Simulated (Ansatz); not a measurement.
**O: single-point calculation**

System: O (C2/m, 2 atoms in the cell).
Method: DFT, PBE, PAW with Ansatz's default frozen-core files, fully relativistic files with spin-orbit coupling (Ansatz 0.2.0).

The structure derives from a Materials Project entry. It belongs to a series of runs on one base structure; here: spin-orbit coupling, moments along 100, PAW files. Figures and captions count atoms from 1; the log counts them from 0 in places.

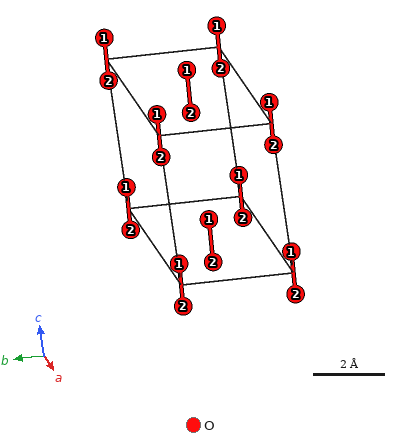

Fig. 1: The structure as given in the input (ball-and-stick view of the cell 2 times as large as that of the calculation, set on its symmetry axes, seen at an oblique angle; atoms are numbered from 1 in the order of the input). Near neighbours in the crystal (not all of them lie inside the picture): O has 1 O at 1.22 Å.

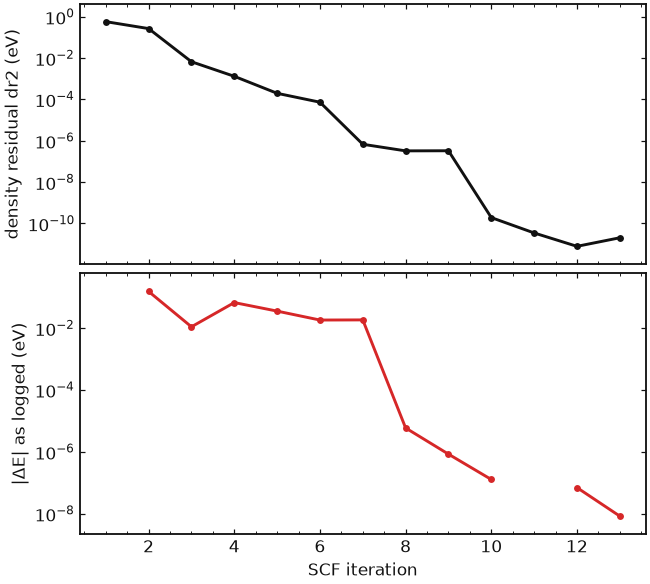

Fig. 2: Convergence of the self-consistent field: density residual dr2 and size of the energy change against the SCF iteration. The residual comes down, with one marked jump up, by a factor of about 2.5, at step 13.

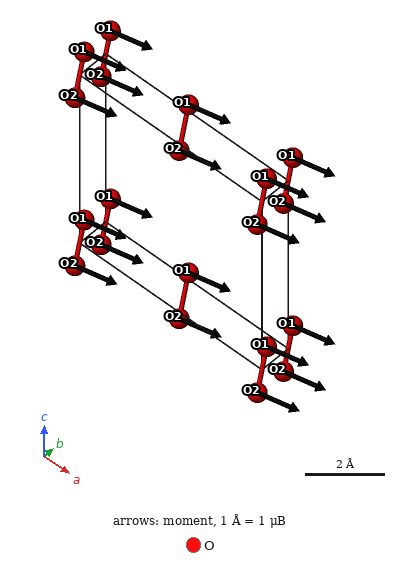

Fig. 3: Magnetic moments of the sites as black arrows (ball-and-stick view of the cell 2 times as large as that of the calculation, set on its symmetry axes, seen slightly off an axis; atoms are numbered from 1 in the order of the input); small moments hardly show. Site moments: O1, O2 (1.20 μB). They are counted near the atoms and needn't add up to the moment of the cell.

The input and output of the run follow.

The input
```yaml
crystal:
  lattice:
    - [2.8514028533, -1.66241594, 0.0]
    - [2.8514028533, 1.66241594, 0.0]
    - [-2.3944914034, 0.0, 3.6470501824]
  atoms:
    - { symbol: O, position: [0.02545383, 0.02545383, 0.15557402], spin: 0.6, spin_axis: [1.0, 0.0, 0.0] }
    - { symbol: O, position: [0.97454617, 0.97454617, 0.84442598], spin: 0.6, spin_axis: [1.0, 0.0, 0.0] }
magnetization:
  noncollinear: true
  spin_orbit: true
kpoints:
  mp_grid: { grid: [8, 8, 6] }
scf:
  occupations: { method: fermi_dirac, width: 0.05 }
  convergence: { dr2_threshold: 1.0e-09 }
  max_iter: 120
  lower_state_search: "off"
hamiltonian:
  xc: pbe
  pseudopotentials: { kind: paw_fr }
output:
  eigenvalues: false
```

Launched with:
```bash
ansatz run input.yaml --threads 4 --pin off --max-ram 7168MiB --backend cpu --events-out ev --progress --plain --runs-dir out
```

Log
```
settings of this run that can trade accuracy for cost: output.eigenvalues: false. Do not mix this run's numbers with those of runs without the same settings; the input reference describes each key
Engine: ansatz 0.2.0, x86_64-unknown-linux-gnu
Pseudopotentials: kind: paw_fr
Pseudopotential: O, paw_fr, valence charge 6, recommended cutoff 420 eV (normal), O.paw.azcp#standard-fr
Functional definition: PBE
  parameter kappa = 0.804
  parameter beta = 0.06672455060314922
  exchange = pbe_x(kappa = kappa, mu = beta*pi^2/3)
  correlation = pbe_c(beta = beta)
Crystal: 2 atoms, lattice volume = 34.576 Å³
Basis set: ecut = 420 eV, 687 PW (Γ)
Bands: 20, of which v1, the nominal top of the filled ones, is band 12 counted from 1 (11 counted from 0)
Symmetry: 2 space group operations + 2 with time reversal
Magnetic group: BNS 12.62 (UNI 69), of the structure as read, at distance tolerance 3.3e-5 Å
k-points: 114 of 384 (time reversal used)
Projection manifold: j_resolved (fully-relativistic pseudo-atomic orbitals)
Non-local potential: O, projectors of the file, l = 0: 2, l = 1: 4, l = 2: 2
PAW form: soft (Blöchl's): semilocal exchange-correlation on the pseudo side does not see the compensation charge
PAW one-centre angular grid: O, 110 points (default); XC on 64 Gauss nodes
Initial density: superposition of atomic densities (chi_scale 0.1, normalization cell)
Starting moments: Σ|m| = 1.2 μB on 2 of 2 sites
Initial wavefunctions: pseudopotential atomic-orbital guess
Functional: x = pbe(κ = 0.804, μ = 0.2195149727645171), c = pbe(β = 0.06672455060314922)
SCF iter   1: F=—  HF=-1129.638706 eV  |F-HF|=—  |Δ(HF+E_count)|=         —  Δρ=1.05e-1  dr2=5.72e-1  dr2_m=8.73e-1  ethr=3.10e-3  |M|=1.96e0 ∫|m|=1.96e0 μB  |m|>n=0.0e0 m-floor=0.0e0 τ_xc=6.3e-16 mc-row=0.0e0  β_m=1.00  ⟨swp⟩=5.7  Hψ=12115  notcnv=0  defer=25
preconditioner: auto → none  [metal: Δε(μ)=0.070 eV  Ē_g=15.155 eV  σ=0.050 eV  W_gap=0.33  n_scr=4 (ndim 8)  ℏωp=20.0 eV  f_vac=0.171  D(μ)=0.65/eV (n_scr^D=2)  sad-step TF]
SCF iter   2: F=—  HF=-1129.791482 eV  |F-HF|=—  |Δ(HF+E_count)|=   1.53e-1  Δρ=4.50e-2  dr2=2.64e-1  dr2_m=2.94e-2  ethr=3.10e-3  |M|=2.00e0 ∫|m|=2.02e0 μB  |m|>n=0.0e0 m-floor=0.0e0 τ_xc=2.5e-4 mc-row=0.0e0  β_m=1.00  ⟨swp⟩=2.0  Hψ=5144  notcnv=0  defer=214
SCF iter   3: F=—  HF=-1129.780483 eV  |F-HF|=—  |Δ(HF+E_count)|=   1.10e-2  Δρ=7.35e-3  dr2=6.59e-3  dr2_m=5.40e-4  ethr=2.20e-3  |M|=2.00e0 ∫|m|=2.03e0 μB  |m|>n=0.0e0 m-floor=0.0e0 τ_xc=4.3e-4 mc-row=0.0e0  β_m=1.00  ⟨swp⟩=2.0  Hψ=3884  notcnv=0  defer=214
SCF iter   4: F=—  HF=-1129.847327 eV  |F-HF|=—  |Δ(HF+E_count)|=   6.68e-2  Δρ=2.94e-3  dr2=1.30e-3  dr2_m=7.92e-5  ethr=5.49e-5  |M|=2.00e0 ∫|m|=2.03e0 μB  |m|>n=0.0e0 m-floor=0.0e0 τ_xc=5.7e-4 mc-row=0.0e0  β_m=1.00  ⟨swp⟩=2.1  Hψ=4621  notcnv=0  defer=216
SCF iter   5: F=—  HF=-1129.882694 eV  |F-HF|=—  |Δ(HF+E_count)|=   3.54e-2  Δρ=9.83e-4  dr2=1.96e-4  dr2_m=2.06e-5  ethr=1.08e-5  |M|=2.00e0 ∫|m|=2.03e0 μB  |m|>n=0.0e0 m-floor=0.0e0 τ_xc=6.8e-4 mc-row=0.0e0  β_m=0.30  ⟨swp⟩=2.0  Hψ=3766  notcnv=0  defer=216
Mixer restart at iter 5: flushing history
spin-set hold released at iteration 5 (site moments contracting): the magnetisation degrees of freedom join the quasi-Newton model from the next iteration; the mixer history was flushed
SCF iter   6: F=—  HF=-1129.900881 eV  |F-HF|=—  |Δ(HF+E_count)|=   1.82e-2  Δρ=6.31e-4  dr2=7.28e-5  dr2_m=2.60e-5  ethr=1.63e-6  |M|=2.00e0 ∫|m|=2.03e0 μB  |m|>n=0.0e0 m-floor=0.0e0 τ_xc=7.4e-4 mc-row=0.0e0  β_m=0.65  ⟨swp⟩=2.0  Hψ=3699  notcnv=0  defer=216
SCF iter   7: F=—  HF=-1129.919260 eV  |F-HF|=—  |Δ(HF+E_count)|=   1.84e-2  Δρ=3.87e-4  dr2=6.73e-7  dr2_m=1.18e-5  ethr=6.06e-7  |M|=2.00e0 ∫|m|=2.03e0 μB  |m|>n=0.0e0 m-floor=0.0e0 τ_xc=9.1e-4 mc-row=0.0e0  β_m=0.77  ⟨swp⟩=3.2  Hψ=4586  notcnv=0  defer=216
SCF iter   8: F=—  HF=-1129.919266 eV  |F-HF|=—  |Δ(HF+E_count)|=   5.89e-6  Δρ=1.09e-4  dr2=3.23e-7  dr2_m=9.49e-7  ethr=5.60e-9  |M|=2.00e0 ∫|m|=2.03e0 μB  |m|>n=0.0e0 m-floor=0.0e0 τ_xc=9.2e-4 mc-row=0.0e0  β_m=0.87  ⟨swp⟩=2.1  Hψ=3459  notcnv=0  defer=216
SCF iter   9: F=—  HF=-1129.919267 eV  |F-HF|=—  |Δ(HF+E_count)|=   8.39e-7  Δρ=3.68e-5  dr2=3.27e-7  dr2_m=3.30e-8  ethr=2.69e-9  |M|=2.00e0 ∫|m|=2.03e0 μB  |m|>n=0.0e0 m-floor=0.0e0 τ_xc=9.2e-4 mc-row=0.0e0  β_m=0.72  ⟨swp⟩=2.0  Hψ=3431  notcnv=0  defer=216
SCF iter  10: F=—  HF=-1129.919267 eV  |F-HF|=—  |Δ(HF+E_count)|=   1.27e-7  Δρ=6.20e-6  dr2=1.92e-10  dr2_m=3.98e-9  ethr=8.33e-12  |M|=2.00e0 ∫|m|=2.03e0 μB  |m|>n=0.0e0 m-floor=0.0e0 τ_xc=9.2e-4 mc-row=0.0e0  β_m=0.86  ⟨swp⟩=2.0  Hψ=6947  notcnv=0
Mixer restart at iter 10: flushing history
SCF iter  11: F=—  HF=-1129.919279 eV  |F-HF|=—  |Δ(HF+E_count)|=         —  Δρ=2.90e-5  dr2=3.47e-11  dr2_m=6.94e-8  ethr=1.60e-12  |M|=2.00e0 ∫|m|=2.03e0 μB  |m|>n=0.0e0 m-floor=0.0e0 τ_xc=9.1e-4 mc-row=0.0e0  β_m=0.86  ⟨swp⟩=6.7  Hψ=10218  notcnv=0  defer=217
SCF iter  12: F=—  HF=-1129.919279 eV  |F-HF|=—  |Δ(HF+E_count)|=   6.95e-8  Δρ=9.86e-6  dr2=7.82e-12  dr2_m=8.68e-9  ethr=1.00e-12  |M|=2.00e0 ∫|m|=2.03e0 μB  |m|>n=0.0e0 m-floor=0.0e0 τ_xc=8.6e-4 mc-row=0.0e0  β_m=0.93  ⟨swp⟩=3.6  Hψ=5644  notcnv=0
SCF iter  13: F=-1129.919279 eV  HF=-1129.919279 eV  |F-HF|=3.15e-10  |Δ(HF+E_count)|=   8.29e-9  Δρ=3.14e-6  dr2=2.03e-11  dr2_m=8.11e-10  ethr=1.00e-12  |M|=2.00e0 ∫|m|=2.03e0 μB  |m|>n=0.0e0 m-floor=0.0e0 τ_xc=8.4e-4 mc-row=0.0e0  ⟨swp⟩=3.0  Hψ=5472  notcnv=0
SCF 1 converged in 13 iterations: F = -1129.919279 eV  dr2 = 2.03e-11
  greatest PAW one-centre occupation: 0.883 electrons in one spin orbital (limit 2), on the O atom at site 1 (counted from 0), in its partial waves of l = 0
SCF converged after 13 iterations
Magnetization: |M| = 1.9997 μB,  M = (+1.9597, -0.0000, +0.3980) μB
Absolute magnetization: 2.0345 μB (∫|m|, with the PAW one-centre terms)
Moment direction: turned by 0.2000 rad
  site 0: m = (+0.5492, +0.0000, +0.1115) μB, |m| = 0.5604 μB  (R = 0.50 Å)
  site 1: m = (+0.5492, +0.0000, +0.1115) μB, |m| = 0.5604 μB  (R = 0.50 Å)
Free energy (F): -1129.919279 eV
Harris-Foulkes:  -1129.919279 eV  (|F-HF|=3.15e-10)
Internal energy: -1129.919279 eV  (E = F + TS)
E sigma→0 (E₀):  -1129.919279 eV
Entropy (-TS):   -0.000000 eV (-0.000 meV/atom)
Fermi energy:    -0.333635 eV
--- Per-component energies (eV) ---
  E_band       = -126.867561
  E_kinetic    = 341.338793
  E_local      = -1008.391306  (includes V_loc(G=0)·N_el)
  E_nonlocal   = 97.878376
  E_hartree    = 347.375192
  E_xc         = -143.268645
  E_vxc        = -182.359650  (∫ρ·V_xc dr)
  E_paw        = -314.851830  (= ΣΔE_a)
  E_vpaw       = -70.088720  (= ΣTr[D̂ρ^β])
  E_aug_tail   = 0.004699  (compensation charges beyond the density's cutoff)
  E_ewald      = -450.004556
  E_smearing   = -0.000000  (= −TS)
  E_closure    = -0.000000  (closes the sum)
  Σ components = -1129.919279   (vs F -1129.919279, Δ=0.00e0)
settings of this run that can trade accuracy for cost: output.eigenvalues: false. Do not mix this run's numbers with those of runs without the same settings; the input reference describes each key
```

Results in brief

| quantity | value |
| --- | --- |
| outcome | converged |
| space group (tolerance 0.01 Å) | C2/m (12) |
| electrons treated | 12 |
| free energy | −1129.9193 eV |
| Fermi energy | −0.334 eV |
| net moment of the cell | 2.00 μB |
| integrated absolute moment | 2.03 μB |
| hardware | 4 threads of Intel Xeon @ 2.50GHz (Skylake/Cascade Lake), 32 GiB of memory available, shared host |
| wall time | 8.6 s (CPU time 32 s) |
| peak memory | 0.5 GiB |
